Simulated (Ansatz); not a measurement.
## Geometry relaxation, with input and output: NbN (part 1 of 4)

- system: NbN (slab, 42 atoms in the cell)
- method: DFT PBE, scalar-relativistic, plane waves, PAW, no spin polarisation (Ansatz 0.2.0)

The structure derives from an entry of the Crystallography Open Database. The input holds or restrains some coordinates. Forces given for the steps count only the free coordinates. It belongs to a series of runs on one base structure; here: stripe over 1.5 of 3 cells, two steps.

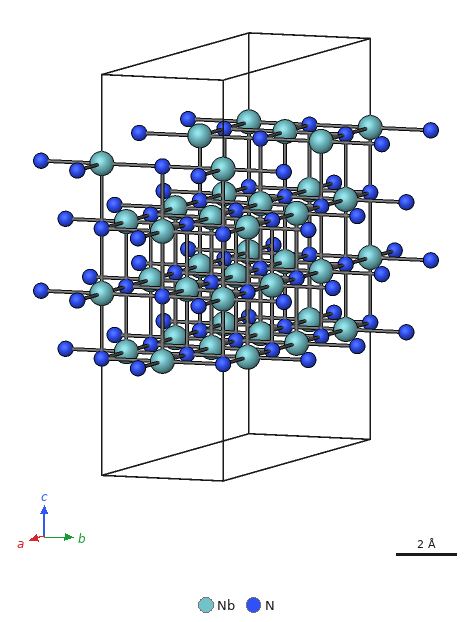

Fig. 1: The starting structure (ball-and-stick view of the cell of the calculation, with the vacuum cut short, seen slightly off an axis; bonded neighbours outside the cell are drawn too). An atom can appear more than once, as a periodic image.

Key numbers:

```csv
quantity,value
outcome,converged under the restraints of the input
electrons treated,378
free energy,−103691.4842 eV
Fermi energy,6.365 eV
gap on the k-point mesh,none (metallic)
final volume,1092.79 Å³
"largest force (length of the vector) at the end, held atoms and coordinates included",2.031 eV/Å
hardware,"4 threads of Intel Xeon (Granite Rapids), 16 GiB of memory available, shared host"
wall time,8.5 min (CPU time 34 min)
peak memory,5.3 GiB
```

Remarks:

The program warns: the density in the vacuum is higher than it should be, so vacuum levels may be off; the exchange-correlation potential is rough where the density is thin.

Input file:
```yaml
crystal:
  lattice:
    - [13.2646291963, 0.0, 0.0]
    - [0.0, 4.4215430654, 0.0]
    - [0.0, 0.0, 18.6323145981]
  atoms:
    - { symbol: Nb, position: [0.1666666667, 0.0, 0.0805052959] }
    - { symbol: "N", position: [0.0, 0.0, 0.0805052959] }
    - { symbol: Nb, position: [0.1666666667, 0.5, 0.1991578402] }
    - { symbol: "N", position: [0.0, 0.5, 0.1991578402] }
    - { symbol: Nb, position: [0.0, 0.0, 0.1991578402] }
    - { symbol: "N", position: [0.1666666667, 0.0, 0.1991578402] }
    - { symbol: Nb, position: [0.0, 0.5, 0.0805052959] }
    - { symbol: "N", position: [0.1666666667, 0.5, 0.0805052959] }
    - { symbol: Nb, position: [0.5, 0.0, 0.0805052959] }
    - { symbol: "N", position: [0.3333333333, 0.0, 0.0805052959] }
    - { symbol: Nb, position: [0.5, 0.5, 0.1991578402] }
    - { symbol: "N", position: [0.3333333333, 0.5, 0.1991578402] }
    - { symbol: Nb, position: [0.3333333333, 0.0, 0.1991578402] }
    - { symbol: "N", position: [0.5, 0.0, 0.1991578402] }
    - { symbol: Nb, position: [0.3333333333, 0.5, 0.0805052959] }
    - { symbol: "N", position: [0.5, 0.5, 0.0805052959] }
    - { symbol: Nb, position: [0.8333333333, 0.0, 0.0805052959] }
    - { symbol: "N", position: [0.6666666667, 0.0, 0.0805052959] }
    - { symbol: Nb, position: [0.8333333333, 0.5, 0.1991578402] }
    - { symbol: "N", position: [0.6666666667, 0.5, 0.1991578402] }
    - { symbol: Nb, position: [0.6666666667, 0.0, 0.1991578402] }
    - { symbol: "N", position: [0.8333333333, 0.0, 0.1991578402] }
    - { symbol: Nb, position: [0.6666666667, 0.5, 0.0805052959] }
    - { symbol: "N", position: [0.8333333333, 0.5, 0.0805052959] }
    - { symbol: Nb, position: [0.1666666667, 0.0, 0.3178103844] }
    - { symbol: "N", position: [0.0, 0.0, 0.3178103844] }
    - { symbol: Nb, position: [0.0, 0.5, 0.3178103844] }
    - { symbol: "N", position: [0.1666666667, 0.5, 0.3178103844] }
    - { symbol: Nb, position: [0.5, 0.0, 0.3178103844] }
    - { symbol: "N", position: [0.3333333333, 0.0, 0.3178103844] }
    - { symbol: Nb, position: [0.3333333333, 0.5, 0.3178103844] }
    - { symbol: "N", position: [0.5, 0.5, 0.3178103844] }
    - { symbol: Nb, position: [0.8333333333, 0.0, 0.3178103844] }
    - { symbol: "N", position: [0.6666666667, 0.0, 0.3178103844] }
    - { symbol: Nb, position: [0.6666666667, 0.5, 0.3178103844] }
    - { symbol: "N", position: [0.8333333333, 0.5, 0.3178103844] }
    - { symbol: Nb, position: [0.1666666667, 0.5, 0.4364629287] }
    - { symbol: "N", position: [0.0, 0.5, 0.4364629287] }
    - { symbol: Nb, position: [0.0, 0.0, 0.4364629287] }
    - { symbol: "N", position: [0.1666666667, 0.0, 0.4364629287] }
    - { symbol: "N", position: [0.3333333333, 0.5, 0.4364629287] }
    - { symbol: Nb, position: [0.3333333333, 0.0, 0.4364629287] }
basis:
  ecutwfc: 420
kpoints:
  mp_grid: { grid: [3, 8, 1] }
hamiltonian:
  xc: pbe
scf:
  occupations: { method: gaussian, width: 0.1 }
output:
  forces: true
  eigenvalues: true
  write_density: true
  write_potential: true
  elf: true
  volumetric_format: npy
relax:
  adjacent_minimum: "off"
  f_tol: 0.02
  max_steps: 45
  constraints: [{ sites: [0, 1, 6, 7, 8, 9, 14, 15, 16, 17, 22, 23] }]
efield:
  axis: 3
  dipole_correction: true
  ramp_width: 0.04
```

Command:
```bash
ansatz run input.yaml --threads 4 --pin off --max-ram 11264MiB --backend cpu --events-out ev --progress --plain --runs-dir out
```

Log:
```
Engine: ansatz 0.2.0, x86_64-unknown-linux-gnu
Pseudopotentials: kind: paw
Pseudopotential: Nb, paw, valence charge 13, recommended cutoff 420 eV (normal), Nb.paw.azcp
Pseudopotential: N, paw, valence charge 5, recommended cutoff 420 eV (normal), N.paw.azcp
Functional definition: PBE
  parameter kappa = 0.804
  parameter beta = 0.06672455060314922
  exchange = pbe_x(kappa = kappa, mu = beta*pi^2/3)
  correlation = pbe_c(beta = beta)
Crystal: 42 atoms, lattice volume = 1092.788 Å³
Basis set: ecut = 420 eV, 21401 PW (Γ), exchange–correlation on 180×60×250 points (8 copies of the dense FFT grid, shifted against one another)
Bands: 231, of which v1, the nominal top of the filled ones, is band 189 counted from 1 (188 counted from 0)
Symmetry: 4 space group operations
Space group: Pmm2 (ITA 25), of the structure as read, at distance tolerance 1.0e-4 Å
k-points: 10 of 24
Non-local potential: Nb, projectors of the file, l = 0: 3, l = 1: 2, l = 2: 2, l = 3: 1
Non-local potential: N, projectors of the file, l = 0: 2, l = 1: 2, l = 2: 1
PAW form: soft (Blöchl's): semilocal exchange-correlation on the pseudo side does not see the compensation charge
PAW one-centre angular grid: Nb, 590 points (default); XC on 64 Gauss nodes
PAW one-centre angular grid: N, 110 points (default); XC on 64 Gauss nodes
Initial density: superposition of atomic densities (neutral atoms: chi_scale 0, normalization atom), corrected by the library's trained network
Initial wavefunctions: pseudopotential atomic-orbital guess
Functional: x = pbe(κ = 0.804, μ = 0.2195149727645171), c = pbe(β = 0.06672455060314922)
SCF iter   1: F=—  HF=-103688.852877 eV  |F-HF|=—  |Δ(HF+E_count)|=         —  Δρ=5.84e-3  dr2=3.75e0  ethr=1.77e-3  p=0.132 e·Å  D=2.19e-2 V/Å  ΔV_dip=-0.41 eV  dr2_dipole=2.65e0  V_vac-E_F(+/−)=3.11/3.52 eV  ⟨swp⟩=7.4  Hψ=11332  notcnv=0
efield: sawtooth ramp at fractional position 0.7385 (placed from the atoms, in the widest stretch of the axis that holds none; the zero of the levels goes with the place), width 0.0400; the density the first Hamiltonian is built on has a dipole p = 0.132 e·Å; the dipole correction subtracts the counter field D = 2.19e-2 V/Å, which shifts the + side's vacuum level by -0.41 eV against the − side's; the planar-averaged density in the ramp window peaks in size at 9.2e-5 e/Å³
preconditioner: auto → LDOS  [metal: Δε(μ)=0.009 eV  Ē_g=7.881 eV  σ=0.100 eV  W_gap=0.05  n_scr=230 (ndim 8)  ℏωp=16.3 eV  f_vac=0.495  D(μ)=30.83/eV (n_scr^D=230)  β→1.0]
SCF iter   2: F=—  HF=-103688.765521 eV  |F-HF|=—  |Δ(HF+E_count)|=   8.74e-2  Δρ=1.96e-3  dr2=6.62e-2  ethr=9.93e-4  p=0.028 e·Å  D=4.60e-3 V/Å  ΔV_dip=-0.09 eV  dr2_dipole=4.47e-3  V_vac-E_F(+/−)=3.31/3.39 eV  ⟨swp⟩=2.0  Hψ=2807  notcnv=0  defer=185
SCF iter   3: F=—  HF=-103688.768162 eV  |F-HF|=—  |Δ(HF+E_count)|=   2.64e-3  Δρ=9.29e-4  dr2=1.70e-2  ethr=1.75e-5  p=0.020 e·Å  D=3.36e-3 V/Å  ΔV_dip=-0.06 eV  dr2_dipole=3.36e-3  V_vac-E_F(+/−)=3.32/3.39 eV  ⟨swp⟩=2.9  Hψ=3842  notcnv=0  defer=185
SCF iter   4: F=—  HF=-103688.765476 eV  |F-HF|=—  |Δ(HF+E_count)|=   2.69e-3  Δρ=2.68e-4  dr2=2.27e-3  ethr=4.49e-6  p=0.015 e·Å  D=2.51e-3 V/Å  ΔV_dip=-0.05 eV  dr2_dipole=7.24e-5  V_vac-E_F(+/−)=3.33/3.37 eV  ⟨swp⟩=2.9  Hψ=3750  notcnv=0  defer=185
SCF iter   5: F=—  HF=-103688.768110 eV  |F-HF|=—  |Δ(HF+E_count)|=   2.63e-3  Δρ=1.02e-4  dr2=2.63e-4  ethr=6.01e-7  p=0.013 e·Å  D=2.11e-3 V/Å  ΔV_dip=-0.04 eV  dr2_dipole=5.74e-6  V_vac-E_F(+/−)=3.33/3.37 eV  ⟨swp⟩=3.5  Hψ=4956  notcnv=0  defer=30
SCF iter   6: F=—  HF=-103688.768092 eV  |F-HF|=—  |Δ(HF+E_count)|=   1.80e-5  Δρ=3.69e-5  dr2=3.74e-5  ethr=6.97e-8  p=0.012 e·Å  D=1.95e-3 V/Å  ΔV_dip=-0.04 eV  dr2_dipole=6.99e-7  V_vac-E_F(+/−)=3.34/3.37 eV  ⟨swp⟩=2.0  Hψ=2995  notcnv=0  defer=30
SCF iter   7: F=-103688.768091 eV  HF=-103688.768094 eV  |F-HF|=3.00e-6  |Δ(HF+E_count)|=   2.22e-6  Δρ=1.20e-5  dr2=4.63e-6  ethr=2.65e-9  p=0.011 e·Å  D=1.84e-3 V/Å  ΔV_dip=-0.03 eV  dr2_dipole=3.16e-7  V_vac-E_F(+/−)=3.34/3.37 eV  ⟨swp⟩=24.4  Hψ=27287  notcnv=0
WARN: efield: at this solve's end the planar-averaged density reaches 7.27e-5 e/Å³ inside the ramp window [0.6848, 0.8322] (bound 1e-5 e/Å³); the window's nearer edge stands 4.63 Å from this solve's nearest atom along the axis. Its work functions, free energy, forces, stress, dipole, levels and responses can be off, and this figure does not tell by how much. A short vacuum, a low `basis.ecutwfc` or `basis.ecutrho_ratio` and negative occupations (`scf.occupations.method`) can put density there. See the manual's quickstart, § The vacuum guard
SCF 1 converged in 7 iterations: F = -103688.768091 eV  dr2 = 4.63e-6
  greatest PAW one-centre occupation: 0.998 electrons in one spin orbital (limit 2), on the Nb atom at site 26 (counted from 0), in its partial waves of l = 0
relax step   1: F+E_penalty+E_count = -103688.76809109 eV  Δ(F+E_penalty+E_count) = +0.000e0 eV  max|allowed force component| = 2.938e0 eV/Å  Δτ_max = 0.0000 Å  (7 SCF iters, dr2 threshold 1.00e-5 eV, accepted)
Initial density: handed on by an earlier stage of this run
Initial wavefunctions: those handed on with the density
iter 1 solved again at ethr=3.39e-4 eV; its pass at ethr=3.10e-3 eV (dr2=1.28e0 eV) is discarded
SCF iter   1: F=—  HF=-103690.691727 eV  |F-HF|=—  |Δ(HF+E_count)|=         —  Δρ=8.06e-3  dr2=1.39e0  ethr=3.39e-4  p=0.011 e·Å  D=1.84e-3 V/Å  ΔV_dip=-0.03 eV  dr2_dipole=2.44e-1  V_vac-E_F(+/−)=3.38/3.42 eV  ⟨swp⟩=2.0  Hψ=8162  notcnv=0  defer=233
efield: sawtooth ramp at fractional position 0.7385 (handed on by an earlier solve), width 0.0400; the density the first Hamiltonian is built on has a dipole p = 0.011 e·Å; the dipole correction subtracts the counter field D = 1.84e-3 V/Å, which shifts the + side's vacuum level by -0.03 eV against the − side's; the planar-averaged density in the ramp window peaks in size at 7.3e-5 e/Å³
preconditioner: auto → LDOS  [metal: Δε(μ)=0.005 eV  Ē_g=8.008 eV  σ=0.100 eV  W_gap=0.03  n_scr=230 (ndim 8)  ℏωp=16.3 eV  f_vac=0.498  D(μ)=27.31/eV (n_scr^D=190)  β→1.0]
SCF iter   2: F=—  HF=-103690.612058 eV  |F-HF|=—  |Δ(HF+E_count)|=   7.97e-2  Δρ=2.94e-3  dr2=9.75e-2  ethr=3.39e-4  p=-0.002 e·Å  D=-3.58e-4 V/Å  ΔV_dip=0.01 eV  dr2_dipole=1.11e-3  V_vac-E_F(+/−)=3.40/3.39 eV  ⟨swp⟩=2.4  Hψ=3214  notcnv=0  defer=233
SCF iter   3: F=—  HF=-103690.602171 eV  |F-HF|=—  |Δ(HF+E_count)|=   9.89e-3  Δρ=1.35e-3  dr2=3.23e-2  ethr=2.58e-5  p=0.006 e·Å  D=9.44e-4 V/Å  ΔV_dip=-0.02 eV  dr2_dipole=2.28e-3  V_vac-E_F(+/−)=3.38/3.39 eV  ⟨swp⟩=3.0  Hψ=4868  notcnv=0  defer=264
SCF iter   4: F=—  HF=-103690.597522 eV  |F-HF|=—  |Δ(HF+E_count)|=   4.65e-3  Δρ=4.48e-4  dr2=4.19e-3  ethr=8.53e-6  p=0.004 e·Å  D=7.19e-4 V/Å  ΔV_dip=-0.01 eV  dr2_dipole=6.01e-4  V_vac-E_F(+/−)=3.38/3.39 eV  ⟨swp⟩=2.0  Hψ=3063  notcnv=0  defer=264
SCF iter   5: F=—  HF=-103690.597074 eV  |F-HF|=—  |Δ(HF+E_count)|=   4.48e-4  Δρ=1.10e-4  dr2=3.16e-4  ethr=1.11e-6  p=0.004 e·Å  D=6.63e-4 V/Å  ΔV_dip=-0.01 eV  dr2_dipole=9.10e-6  V_vac-E_F(+/−)=3.38/3.39 eV  ⟨swp⟩=2.0  Hψ=3088  notcnv=0  defer=264
SCF iter   6: F=-103690.597067 eV  HF=-103690.597075 eV  |F-HF|=8.57e-6  |Δ(HF+E_count)|=   1.17e-6  Δρ=3.33e-5  dr2=2.19e-5  ethr=2.65e-8  p=0.004 e·Å  D=6.61e-4 V/Å  ΔV_dip=-0.01 eV  dr2_dipole=1.55e-8  V_vac-E_F(+/−)=3.38/3.39 eV  ⟨swp⟩=25.6  Hψ=28531  notcnv=0
WARN: efield: at this solve's end the planar-averaged density reaches 7.68e-5 e/Å³ inside the ramp window [0.6848, 0.8322] (bound 1e-5 e/Å³); the window's nearer edge stands 4.56 Å from this solve's nearest atom along the axis. Its work functions, free energy, forces, stress, dipole, levels and responses can be off, and this figure does not tell by how much. A short vacuum, a low `basis.ecutwfc` or `basis.ecutrho_ratio` and negative occupations (`scf.occupations.method`) can put density there. See the manual's quickstart, § The vacuum guard
SCF 2 converged in 6 iterations: F = -103690.597067 eV  dr2 = 2.19e-5
[... from here on the iterations of each SCF are left out, up to the last one ...]
relax step   2: F+E_penalty+E_count = -103690.59706650 eV  Δ(F+E_penalty+E_count) = -1.829e0 eV  max|allowed force component| = 1.095e0 eV/Å  Δτ_max = 0.1988 Å  (6 SCF iters, dr2 threshold 1.00e-4 eV, accepted)
[... from here on the SCF iterations and repeated set-up lines of each step are left out, up to the last step ...]
SCF 3 converged in 6 iterations: F = -103691.234148 eV  dr2 = 3.61e-5
relax step   3: F+E_penalty+E_count = -103691.23414770 eV  Δ(F+E_penalty+E_count) = -6.371e-1 eV  max|allowed force component| = 9.630e-1 eV/Å  Δτ_max = 0.1129 Å  (6 SCF iters, dr2 threshold 7.49e-5 eV, accepted)
SCF 4 converged in 6 iterations: F = -103691.341660 eV  dr2 = 1.87e-5
relax step   4: F+E_penalty+E_count = -103691.34165971 eV  Δ(F+E_penalty+E_count) = -1.075e-1 eV  max|allowed force component| = 7.142e-1 eV/Å  Δτ_max = 0.2000 Å  (6 SCF iters, dr2 threshold 1.00e-4 eV, accepted)
SCF 5 converged in 5 iterations: F = -103691.453549 eV  dr2 = 1.47e-5
relax step   5: F+E_penalty+E_count = -103691.45354910 eV  Δ(F+E_penalty+E_count) = -1.119e-1 eV  max|allowed force component| = 2.367e-1 eV/Å  Δτ_max = 0.0861 Å  (5 SCF iters, dr2 threshold 1.00e-4 eV, accepted)
SCF 6 converged in 6 iterations: F = -103691.475446 eV  dr2 = 1.99e-6
relax step   6: F+E_penalty+E_count = -103691.47544574 eV  Δ(F+E_penalty+E_count) = -2.190e-2 eV  max|allowed force component| = 1.297e-1 eV/Å  Δτ_max = 0.0398 Å  (6 SCF iters, dr2 threshold 6.15e-6 eV, accepted)
SCF 7 converged in 6 iterations: F = -103691.482293 eV  dr2 = 2.40e-7
relax step   7: F+E_penalty+E_count = -103691.48229269 eV  Δ(F+E_penalty+E_count) = -6.847e-3 eV  max|allowed force component| = 6.430e-2 eV/Å  Δτ_max = 0.0205 Å  (6 SCF iters, dr2 threshold 1.85e-6 eV, accepted)
SCF 8 converged in 6 iterations: F = -103691.482194 eV  dr2 = 5.23e-7
relax step   8: F+E_penalty+E_count = -103691.48219450 eV  Δ(F+E_penalty+E_count) = +9.819e-5 eV  max|allowed force component| = 7.399e-2 eV/Å  Δτ_max = 0.0228 Å  (6 SCF iters, dr2 threshold 1.02e-6 eV, rejected (line search))
SCF 9 converged in 7 iterations: F = -103691.482293 eV  dr2 = 6.06e-8
relax step   9: F+E_penalty+E_count = -103691.48229277 eV  Δ(F+E_penalty+E_count) = -8.794e-8 eV  max|allowed force component| = 6.439e-2 eV/Å  Δτ_max = 0.0000 Å  (7 SCF iters, accepted)
SCF 10 converged in 6 iterations: F = -103691.482196 eV  dr2 = 5.24e-7
relax step  10: F+E_penalty+E_count = -103691.48219577 eV  Δ(F+E_penalty+E_count) = +9.701e-5 eV  max|allowed force component| = 7.386e-2 eV/Å  Δτ_max = 0.0227 Å  (6 SCF iters, dr2 threshold 1.02e-6 eV, rejected (line search))
```
